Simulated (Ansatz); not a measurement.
```cif
data_structure
_symmetry_space_group_name_H-M 'P 1'
_symmetry_Int_Tables_number 1
_cell_length_a 4.1243
_cell_length_b 4.1243
_cell_length_c 60.7411
_cell_angle_alpha 90.000
_cell_angle_beta 90.000
_cell_angle_gamma 120.000
_cell_volume 894.79
loop_
_atom_site_label
_atom_site_type_symbol
_atom_site_fract_x
_atom_site_fract_y
_atom_site_fract_z
_atom_site_occupancy
Se1 Se 0.00000 0.00000 0.36104 1
Bi1 Bi 0.33333 0.66667 0.38703 1
Se2 Se 0.66667 0.33333 0.41889 1
Bi2 Bi 0.00000 0.00000 0.45066 1
Se3 Se 0.33333 0.66667 0.47665 1
Se4 Se 0.00000 0.00000 0.52335 1
Bi3 Bi 0.33333 0.66667 0.54934 1
Se5 Se 0.66667 0.33333 0.58111 1
Bi4 Bi 0.00000 0.00000 0.61297 1
Se6 Se 0.33333 0.66667 0.63896 1
```

Level of theory: Ansatz 0.2.0, DFT PBE+D3(BJ), scalar-relativistic, plane waves, PAW.

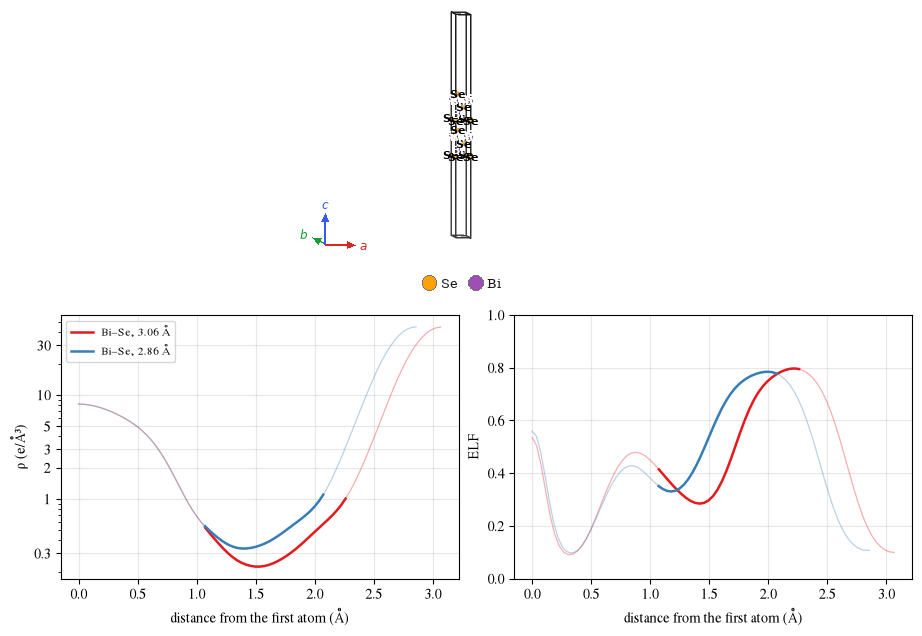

Bi2Se3 (slab). Valence charge density (pseudo) and electron localisation function along straight lines between neighbouring atoms. Thin, pale parts lie inside the atomic spheres. The structure is drawn too.

The density is the valence pseudo-density of a PAW calculation; it isn't the true density close to the nuclei.

**Compare the contacts.**

Bi–Se (3.06 Å): the density is about 0.22 e/Å³ at the midpoint; the ELF is about 0.30 at the midpoint.
Bi–Se (2.86 Å): ρ is about 0.33 e/Å³ halfway; the ELF is about 0.45 at the midpoint and 0.35 at its lowest between the atoms.
